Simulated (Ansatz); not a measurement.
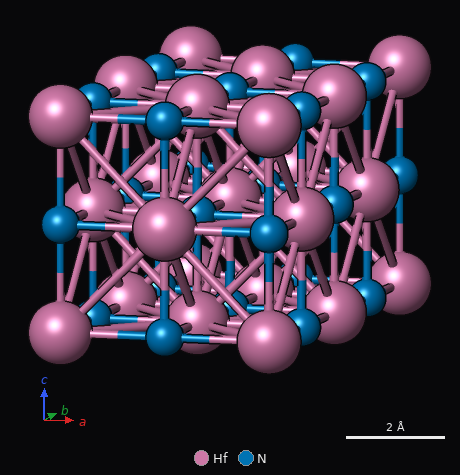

This is a crystal of HfN (set up in Fm-3m). The picture is a ball-and-stick view of the conventional cell (2 times the calculation's cell), repeated 1 × 2 × 1 with one cell outlined, seen slightly off an axis. Lengths and directions refer to the drawn axes.

These are results of Ansatz, DFT PBEsol, scalar-relativistic, plane waves, PAW, not measurements. Set-up: plane-wave cutoff 420 eV; k-point mesh 16 × 16 × 12; occupations gaussian; smearing width 0.1 eV; no spin polarisation.

Change: Equal strain along all axes, −3.0 %, is applied. Symmetry leaves the atoms no freedom, so this is a single point.

Question: Predict the response.

Answer: It costs 90.0 meV per atom. The pressure goes from −0.1 to 31.5 GPa. The principal stresses (compression positive) are 31.2 GPa along c and 31.6 GPa across it. All forces vanish by symmetry. Both are metals. Among the bonded contacts that change: Hf–Hf 3.183 → 3.088 Å, Hf–N 2.251 → 2.183 Å. The space group stays Fm-3m (No. 225).

The changed structure in the same view:

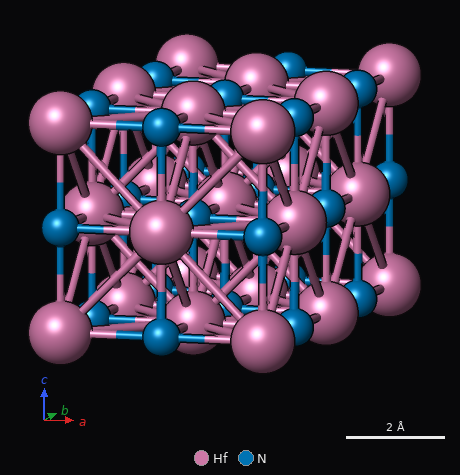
